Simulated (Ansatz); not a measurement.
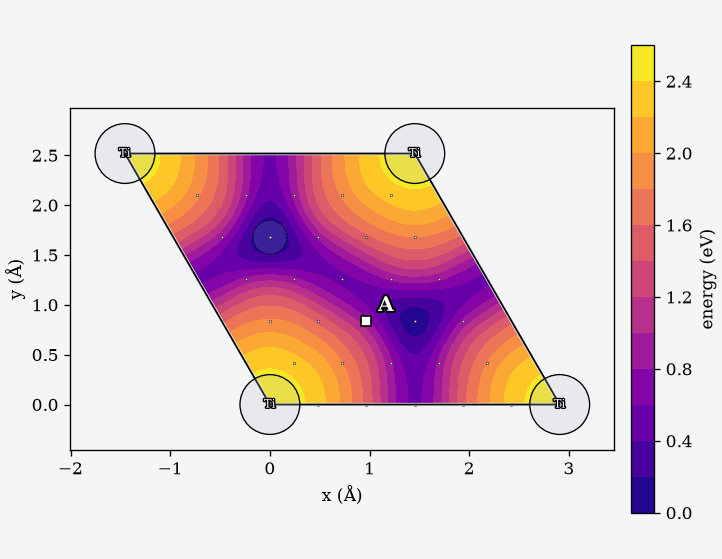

C on a Ti(111) slab cut from the Fm-3m phase, its upper half relaxed before the scan (3 atoms of substrate and one adsorbate in a 1 × 1 cell). C is moved over the surface cell; relaxed at each place: the height of the adsorbate's atoms; substrate rigid; the origin of the map has the adsorbate above Ti3. Places are given modulo a cell vector. The map is drawn in real space over the plane of the surface. The scan uses a 6 × 6 grid; 10 points were computed and 26 follow by symmetry. Energies are in eV, from the lowest grid point. With one adsorbate in each 1 × 1 cell, its nearest image is 2.9 Å away, so neighbouring adsorbates interact. Computed with DFT PBE, scalar-relativistic, plane waves, PAW (Ansatz 0.2.0). Settings: cutoff 420 eV, k-mesh 9×9×1, gaussian smearing 0.1 eV, no spin polarisation.

The picture shows filled contours, dots at the grid points, labelled circles for the atoms of the top layer and small ones for the second layer, the outline of one cell of the plane, the point A. Between grid points the surface is interpolated.

### Is A at rest? If not, where is it pushed?

A, at (3/6, 2/6) of the cell vectors, is not a stationary point. The computed force is 2.7 eV/Å in the plane, pointing up and right in the picture (components 1.9 and 1.9 eV/Å).

PAW datasets: the set soft_1.
